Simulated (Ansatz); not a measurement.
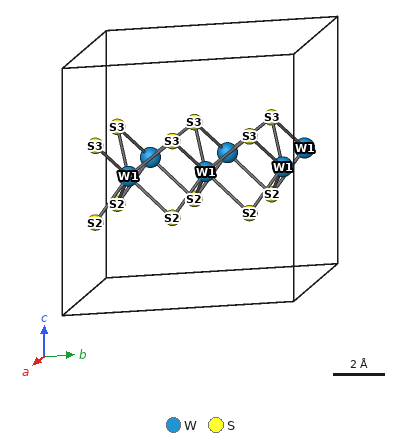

Figure 1. The structure (ball-and-stick view of the 2 × 3 repeat of the cell, with the vacuum cut short, seen slightly off an axis; atoms are numbered from 1 in the order of the input). Near neighbours in the crystal (not all of them lie inside the picture): W has 6 S at 2.41 Å; S has 3 W at 2.41 Å.

Run report: WS2, band-structure calculation

The run: band-structure calculation of WS2 (P-6m2, 3 atoms in the cell). Method and program: DFT PBE+D3(BJ), spin-orbit coupling, plane waves, PAW (Ansatz 0.2.0).

The structure derives from a Materials Project entry. Figures and captions count atoms from 1; the log counts them from 0 in places.

**Input**
```yaml
crystal:
  lattice:
    - [3.1597166908, 0.0, 0.0]
    - [-1.5798583454, 2.736394923, 0.0]
    - [0.0, 0.0, 16.9394672486]
  atoms:
    - { symbol: W, position: [0.3333333333, 0.6666666667, 0.0] }
    - { symbol: S, position: [0.6666666667, 0.3333333333, 0.9069626209] }
    - { symbol: S, position: [0.6666666667, 0.3333333333, 0.0930373791] }
basis:
  ecutwfc: 420
kpoints:
  mp_grid: { grid: [12, 12, 2] }
  band_path:
    path:
      - [[0.0, 0.0, 0.0], [0.5, 0.0, 0.0], [0.33333333, 0.33333333, 0.0], [0.0, 0.0, 0.0], [0.0, 0.0, 0.5], [0.5, 0.0, 0.5], [0.33333333, 0.33333333, 0.5], [0.0, 0.0, 0.5]]
      - [[0.5, 0.0, 0.5], [0.5, 0.0, 0.0]]
      - [[0.33333333, 0.33333333, 0.5], [0.33333333, 0.33333333, 0.0]]
    npoints: 10
hamiltonian:
  xc: pbe
  dispersion: d3bj
scf:
  occupations: { method: gaussian, width: 0.02 }
output:
  forces: true
  stress: true
  eigenvalues: true
  populations: true
  dos: { projected: true, de: 0.02 }
  bader: false
  write_density: true
  write_potential: true
  elf: true
  volumetric_format: npy
magnetization:
  noncollinear: true
  spin_orbit: true
```

Hardware: 1 thread of Arm Neoverse V2, 24 GiB of memory available, shared host.

Command:
```bash
ansatz run input.yaml --threads 1 --pin off --max-ram 2560MiB --backend cpu --events-out ev --progress --plain --runs-dir out
```

**The program's output**
```
Engine: ansatz 0.2.0, aarch64-unknown-linux-gnu
Pseudopotentials: kind: paw_fr
Pseudopotential: W, paw_fr, valence charge 14, recommended cutoff 420 eV (normal), W.paw.azcp#standard-fr
Pseudopotential: S, paw_fr, valence charge 6, recommended cutoff 420 eV (normal), S.paw.azcp#standard-fr
Functional definition: PBE
  parameter kappa = 0.804
  parameter beta = 0.06672455060314922
  exchange = pbe_x(kappa = kappa, mu = beta*pi^2/3)
  correlation = pbe_c(beta = beta)
non-collinear run that drives no moment, with spin-orbit: no starting moment large enough to seed its density (crystal.atoms[].spin), no starting occupations that ask for one, no magnetisation constraint and no magnetic field, so the semilocal B_xc is pinned to zero
Crystal: 3 atoms, lattice volume = 146.463 Å³
Basis set: ecut = 420 eV, 2841 PW (Γ), exchange–correlation on 48×48×240 points (8 copies of the dense FFT grid, shifted against one another)
Bands: 34, of which v1, the nominal top of the filled ones, is band 26 counted from 1 (25 counted from 0)
Symmetry: 12 space group operations + 12 with time reversal
Magnetic group: BNS 187.210 (UNI 1440), of the structure as read, at distance tolerance 5.3e-5 Å
k-points: 38 of 288 (time reversal used)
Projection manifold: j_resolved (fully-relativistic pseudo-atomic orbitals)
Non-local potential: W, projectors of the file, l = 0: 3, l = 1: 4, l = 2: 4, l = 3: 2
Non-local potential: S, projectors of the file, l = 0: 2, l = 1: 4, l = 2: 4
PAW form: soft (Blöchl's): semilocal exchange-correlation on the pseudo side does not see the compensation charge
PAW one-centre angular grid: W, 590 points (default); XC on 64 Gauss nodes
PAW one-centre angular grid: S, 110 points (default); XC on 64 Gauss nodes
Initial density: superposition of atomic densities (neutral atoms: chi_scale 0, normalization atom)
Initial wavefunctions: pseudopotential atomic-orbital guess
Functional: x = pbe(κ = 0.804, μ = 0.2195149727645171), c = pbe(β = 0.06672455060314922)
SCF iter   1: F=—  HF=-12217.366288 eV  |F-HF|=—  |Δ(HF+E_count)|=         —  Δρ=2.83e-2  dr2=1.32e0  dr2_m=0.00e0 (ungated)  ethr=3.10e-3  |M|=0.00e0 ∫|m|=0.00e0 μB  |m|>n=0.0e0 m-floor=0.0e0 τ_xc=0.0e0  β_m=0.30  ⟨swp⟩=12.3  Hψ=8772  notcnv=0
preconditioner: auto → none  [insulator: Δε(μ)=1.680 eV  Ē_g=9.104 eV  σ=0.020 eV  W_gap=1.00  n_scr=10 (ndim 8)  ℏωp=13.0 eV  f_vac=0.597  D(μ)=0.00/eV (n_scr^D=0)  ε∞_Penn≈3.0]
SCF iter   2: F=—  HF=-12217.017885 eV  |F-HF|=—  |Δ(HF+E_count)|=   3.48e-1  Δρ=1.51e-2  dr2=2.75e-1  dr2_m=0.00e0 (ungated)  ethr=3.10e-3  |M|=0.00e0 ∫|m|=0.00e0 μB  |m|>n=0.0e0 m-floor=0.0e0 τ_xc=0.0e0  β_m=0.39  ⟨swp⟩=2.0  Hψ=2313  notcnv=0  defer=92
SCF iter   3: F=—  HF=-12216.995289 eV  |F-HF|=—  |Δ(HF+E_count)|=   2.26e-2  Δρ=8.69e-3  dr2=2.02e-1  dr2_m=0.00e0 (ungated)  ethr=1.06e-3  |M|=0.00e0 ∫|m|=0.00e0 μB  |m|>n=0.0e0 m-floor=0.0e0 τ_xc=0.0e0  β_m=0.34  ⟨swp⟩=3.0  Hψ=2117  notcnv=0  defer=92
SCF iter   4: F=—  HF=-12216.969564 eV  |F-HF|=—  |Δ(HF+E_count)|=   2.57e-2  Δρ=5.19e-3  dr2=2.79e-2  dr2_m=0.00e0 (ungated)  ethr=7.76e-4  |M|=0.00e0 ∫|m|=0.00e0 μB  |m|>n=0.0e0 m-floor=0.0e0 τ_xc=0.0e0  β_m=0.42  ⟨swp⟩=2.6  Hψ=2025  notcnv=0  defer=96
SCF iter   5: F=—  HF=-12216.967328 eV  |F-HF|=—  |Δ(HF+E_count)|=   2.24e-3  Δρ=1.08e-3  dr2=8.41e-4  dr2_m=0.00e0 (ungated)  ethr=1.07e-4  |M|=0.00e0 ∫|m|=0.00e0 μB  |m|>n=0.0e0 m-floor=0.0e0 τ_xc=0.0e0  β_m=0.53  ⟨swp⟩=2.1  Hψ=1983  notcnv=0  defer=96
SCF iter   6: F=—  HF=-12216.967417 eV  |F-HF|=—  |Δ(HF+E_count)|=   8.89e-5  Δρ=1.94e-4  dr2=3.20e-5  dr2_m=0.00e0 (ungated)  ethr=3.24e-6  |M|=0.00e0 ∫|m|=0.00e0 μB  |m|>n=0.0e0 m-floor=0.0e0 τ_xc=0.0e0  β_m=0.60  ⟨swp⟩=2.7  Hψ=2283  notcnv=0  defer=96
SCF iter   7: F=—  HF=-12216.967368 eV  |F-HF|=—  |Δ(HF+E_count)|=   4.86e-5  Δρ=3.84e-5  dr2=7.70e-7  dr2_m=0.00e0 (ungated)  ethr=1.23e-7  |M|=0.00e0 ∫|m|=0.00e0 μB  |m|>n=0.0e0 m-floor=0.0e0 τ_xc=0.0e0  β_m=0.70  ⟨swp⟩=2.5  Hψ=2067  notcnv=0  defer=96
SCF iter   8: F=-12216.967369 eV  HF=-12216.967369 eV  |F-HF|=8.11e-9  |Δ(HF+E_count)|=   4.37e-7  Δρ=5.09e-6  dr2=2.24e-8  dr2_m=0.00e0 (ungated)  ethr=3.85e-10  |M|=0.00e0 ∫|m|=0.00e0 μB  |m|>n=0.0e0 m-floor=0.0e0 τ_xc=0.0e0  ⟨swp⟩=20.4  Hψ=12579  notcnv=0
SCF 1 converged in 8 iterations: F = -12216.967369 eV  dr2 = 2.24e-8
  greatest PAW one-centre occupation: 1.000 electrons in one spin orbital (limit 2), on the W atom at site 0 (counted from 0), in its partial waves of l = 0
```

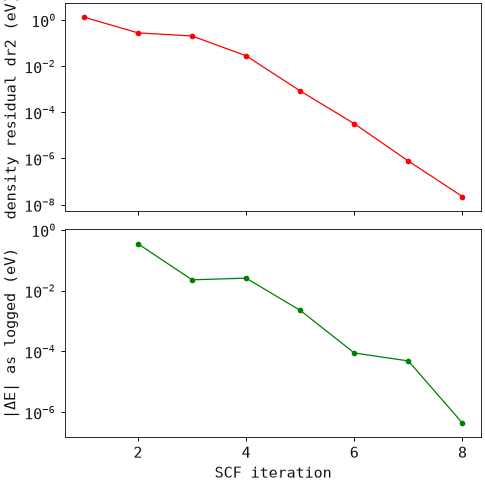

Figure 2. Convergence of the self-consistent field: density residual dr2 and size of the energy change against the SCF iteration. The residual falls at every step.

```
NSCF: frozen V_eff on 93 k-points
WARN: The output density's exchange-correlation potential varies sharply where the density is thin. Do not read a vacuum level from v_tot or v_xc, or from such a field of the output density. On a cell that repeats whose density bears no net charge and no dipole along the vacuum's axis use v_es (v_loc + v_h of the components); under efield.dipole_correction with no amplitude use v_es + v_field, which holds any external_charges[].barrier, or the levels of the report's work_function block, which leave it out; under a non-zero efield.amplitude the vacuum is tilted and has no level; on a cell that repeats and bears such a dipole with no correction it is tilted too, and efield.dipole_correction with no amplitude gives each side of its ramp a level where efield: is served; in a cell that repeats whose density bears a net charge (total_charge, or a fill off its count) it is curved and has none; of a slab under crystal.periodic whose density bears no net charge use v_es, which has a level on each side, short of where the two are joined; of another it falls or rises all the way out and has none; of a slab beside external_charges read slab_vacuum_level instead, which it has where they leave it neutral. The grid or the basis barely resolves most such structure, and the values can differ between equally converged runs; as a rule a tighter scf.convergence.dr2_threshold does not remove it. Where the density itself ripples (under the LDA too) a higher basis.ecutwfc lessens it. The files hold the spikes' plane waves up to the density's cutoff. Files: v_tot_of_output_density and the like, and their columns of v_z.tsv (output.write_potential); v_xc_of_output_density and the like, and their columns of v_comp_z.tsv (output.write_potential_components). Measured: with its Gaussian average of σ = 0.25 Å subtracted twice, the exchange-correlation potential is over 0.1 eV at 15 of the grid points where the equally averaged density (valence and model cores) is under 1e-3 e/Å³, and 0.263 eV at the most among them, at an averaged density of 1.2e-8 e/Å³. See output.write_potential in the manual, Limitations
SCF converged after 8 iterations
Magnetization: |M| = 0.0000 μB,  M = (+0.0000, +0.0000, +0.0000) μB
Absolute magnetization: 0.0000 μB (∫|m|)
  site 0: m = (+0.0000, +0.0000, +0.0000) μB, |m| = 0.0000 μB  (R = 0.99 Å)
  site 1: m = (+0.0000, +0.0000, +0.0000) μB, |m| = 0.0000 μB  (R = 0.99 Å)
  site 2: m = (+0.0000, +0.0000, +0.0000) μB, |m| = 0.0000 μB  (R = 0.99 Å)
Free energy (F): -12216.967369 eV
Harris-Foulkes:  -12216.967369 eV  (|F-HF|=8.11e-9)
Internal energy: -12216.967369 eV  (E = F + TS)
E sigma→0 (E₀):  -12216.967369 eV
Fermi energy:    1.449006 eV
--- Per-component energies (eV) ---
  E_band       = -466.489140
  E_kinetic    = 666.302485
  E_local      = -12494.572801  (includes V_loc(G=0)·N_el)
  E_nonlocal   = 52.421388
  E_hartree    = 5929.017839
  E_xc         = -461.876483
  E_vxc        = -414.934274  (∫ρ·V_xc dr)
  E_paw        = -9783.774816  (= ΣΔE_a)
  E_vpaw       = -133.746768  (= ΣTr[D̂ρ^β])
  E_aug_tail   = -0.000063  (compensation charges beyond the density's cutoff)
  E_ewald      = 3876.447454
  E_disp       = -0.932371  (pairwise vdW)
  E_smearing   = -0.000000  (= −TS)
  E_closure    = 0.000000  (closes the sum)
  Σ components = -12216.967369   (vs F -12216.967369, Δ=0.00e0)
--- Forces (eV/Å), atoms counted from 1 ---
  atom   1  W     -0.00000000     0.00000000    -0.00000000
  atom   2  S      0.00000000     0.00000000     0.00434056
  atom   3  S      0.00000000     0.00000000    -0.00434056
  max |Σ_I F_I| component: 1.85e-17 eV/Å
--- Stress (GPa, compression-positive) ---
       -0.045123       0.000000      -0.000000
        0.000000      -0.045123       0.000000
       -0.000000       0.000000      -0.028649
  P = ⅓ Tr σ = -0.0396 GPa (-0.396 kbar)
--- Band table (eV; the first three rows and the last of 38) ---
  k-point 0: bands = ["-73.3604", "-73.3604", "-44.7643", "-44.7643", "-35.0508", "-35.0508", "-34.8857", "-34.8857", "-14.4130", "-14.4130", "-12.7807", "-12.7807", "-6.0048", "-6.0048", "-2.5477", "-2.5477", "-2.2789", "-2.2789", "-1.7805", "-1.7805", "-1.2673", "-1.2673", "-1.0443", "-1.0443", "0.3128", "0.3128", "3.2723", "3.2723", "3.2997", "3.2997", "3.5720", "3.5720", "3.5903", "3.5903"]
  k-point 1: bands = ["-73.3604", "-73.3604", "-44.7643", "-44.7643", "-35.0508", "-35.0508", "-34.8857", "-34.8857", "-14.4130", "-14.4130", "-12.7807", "-12.7807", "-6.0048", "-6.0048", "-2.5477", "-2.5477", "-2.2789", "-2.2789", "-1.7805", "-1.7805", "-1.2673", "-1.2673", "-1.0443", "-1.0443", "0.3128", "0.3128", "3.2723", "3.2723", "3.2997", "3.2997", "3.5720", "3.5720", "3.5904", "3.5904"]
  k-point 2: bands = ["-73.3591", "-73.3591", "-44.7689", "-44.7689", "-35.0536", "-35.0536", "-34.9051", "-34.9051", "-14.2960", "-14.2960", "-12.7367", "-12.7367", "-5.8646", "-5.8646", "-2.7527", "-2.7527", "-2.2760", "-2.2760", "-2.1378", "-2.1378", "-1.3521", "-1.3521", "-0.9821", "-0.9821", "0.2592", "0.2592", "3.0891", "3.0891", "3.2869", "3.2869", "3.4169", "3.4169", "3.6562", "3.6562"]
  k-point 37: bands = ["-73.3392", "-73.3392", "-44.8465", "-44.8370", "-35.2332", "-35.1828", "-35.0967", "-35.0798", "-12.0084", "-11.8337", "-11.8182", "-11.7932", "-5.4379", "-5.3867", "-4.9984", "-4.9594", "-4.3215", "-3.9821", "-3.5662", "-3.4503", "-2.8755", "-2.8255", "-2.0550", "-1.9855", "0.2104", "0.6312", "2.2908", "2.3260", "3.6912", "3.7193", "4.3425", "4.7565", "5.9425", "6.2199"]
--- Löwdin populations: 3 sites ---
  site symbol       q [e]
     0      W     13.5287
     1      S      6.1130
     2      S      6.1130
  spilling = 0.009437 (of n_electrons = 26.000000)
```

**File populations.tsv**
```
# site	symbol	l	j	q
# orbitals = lowdin
# n_electrons = 26.000000
# spilling = 0.009437
0	W	0_5S	0.5	1.976911
0	W	0_6S	0.5	0.603450
0	W	1_5P	0.5	1.998969
0	W	1_5P	1.5	3.996938
0	W	2_5D	1.5	2.102521
0	W	2_5D	2.5	2.849940
1	S	0_3S	0.5	1.780593
1	S	1_3P	0.5	1.459004
1	S	1_3P	1.5	2.873357
2	S	0_3S	0.5	1.780593
2	S	1_3P	0.5	1.459004
2	S	1_3P	1.5	2.873357
```

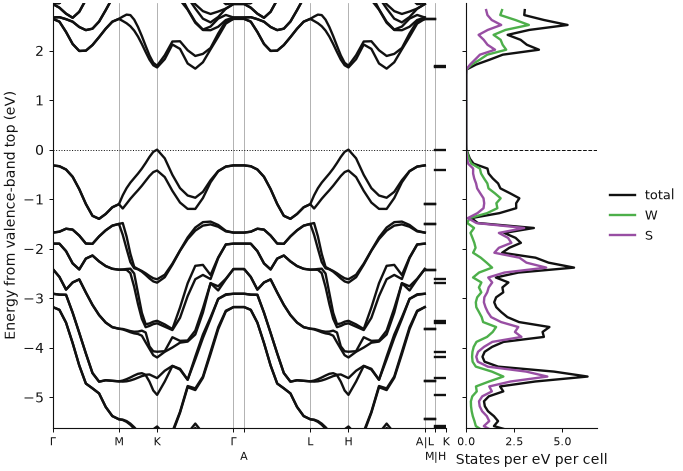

Figure 3. Band structure along Γ–M–K–Γ–A–L–H–A|L–M|H–K and density of states (projected on Löwdin-orthogonalised atomic shells), with energies from the valence-band top. There is a gap of 1.64 eV on this path.

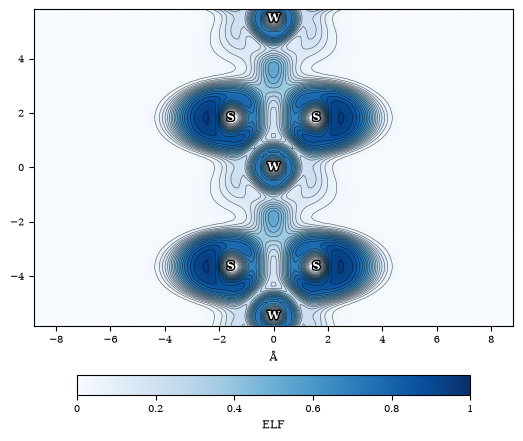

Figure 4. Electron localisation function on the (110) plane of the conventional cell. The plane passes through W and S nuclei. W–S (2.41 Å): the ELF is about 0.50 at the midpoint. The ELF has a maximum of about 0.55 in the space between the atoms. The strong features right at W lie inside the PAW spheres (semicore, d or f shells) and say nothing about bonding. The fields are those of the smooth PAW valence density.

**Key numbers**

```json
{"quantity": "outcome", "value": "converged"}
{"quantity": "space group (tolerance 0.01 Å)", "value": "P-6m2 (187)"}
{"quantity": "electrons treated", "value": "26"}
{"quantity": "free energy", "value": "−12216.9674 eV"}
{"quantity": "Fermi energy", "value": "1.449 eV"}
{"quantity": "gap on the k-point mesh", "value": "1.64 eV"}
{"quantity": "gap on the band path", "value": "1.64 eV"}
{"quantity": "net moment of the cell", "value": "0.00 μB"}
{"quantity": "integrated absolute moment", "value": "0.00 μB"}
{"quantity": "pressure", "value": "−0.04 GPa"}
{"quantity": "largest force (length of the vector)", "value": "0.004 eV/Å"}
{"quantity": "wall time", "value": "95 s"}
{"quantity": "peak memory", "value": "0.82 GiB"}
```

**Notes**

Warnings of the run: the exchange-correlation potential is rough where the density is thin.
